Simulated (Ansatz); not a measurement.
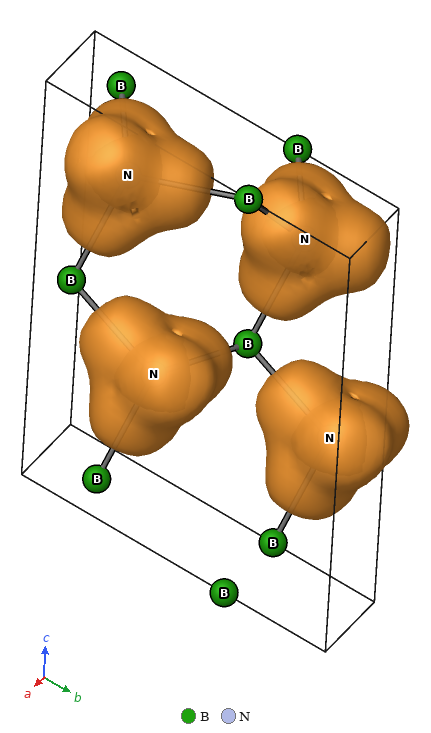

Figure 1: BN. Isosurface of the ELF at 0.7 (orange), seen slightly off an axis. Core shells and regions of very low density are left out. Sticks mark near contacts.

Space group P6₃mc; a structure from a database of computed crystals, not necessarily the ambient phase; changed on purpose from its base cell (all atoms moved at random, sigma 0.15 A a component; relaxed back).

Computed with DFT r2SCAN, scalar-relativistic, plane waves, PAW (Ansatz 0.2.0).

In a PAW calculation such maps are meaningful between the atoms, not at the nuclei.

```cif
data_structure
_symmetry_space_group_name_H-M 'P 1'
_symmetry_Int_Tables_number 1
_cell_length_a 2.5441
_cell_length_b 4.4065
_cell_length_c 4.9170
_cell_angle_alpha 116.621
_cell_angle_beta 104.993
_cell_angle_gamma 90.000
_cell_volume 47.17
loop_
_atom_site_label
_atom_site_type_symbol
_atom_site_fract_x
_atom_site_fract_y
_atom_site_fract_z
_atom_site_occupancy
B1 B 0.00009 0.66676 0.00019 1
B2 B 0.50010 0.16676 0.00019 1
B3 B 0.75010 0.08343 0.50019 1
B4 B 0.25009 0.58343 0.50019 1
N1 N 0.18740 0.85407 0.37481 1
N2 N 0.68740 0.35407 0.37481 1
N3 N 0.93740 0.27074 0.87481 1
N4 N 0.43741 0.77074 0.87481 1
```

Question: Describe the localisation domains.

Answer: The surface consists of four regions on N in which the atom's valence shell and bonds are merged, counted in one cell of 8 atoms. Any copies at cell faces, edges or corners count once.

Values along the shortest contacts:
B–N (1.56 Å): the ELF peaks at about 0.95 between the atoms, as expected for a shared but strongly polarised pair.
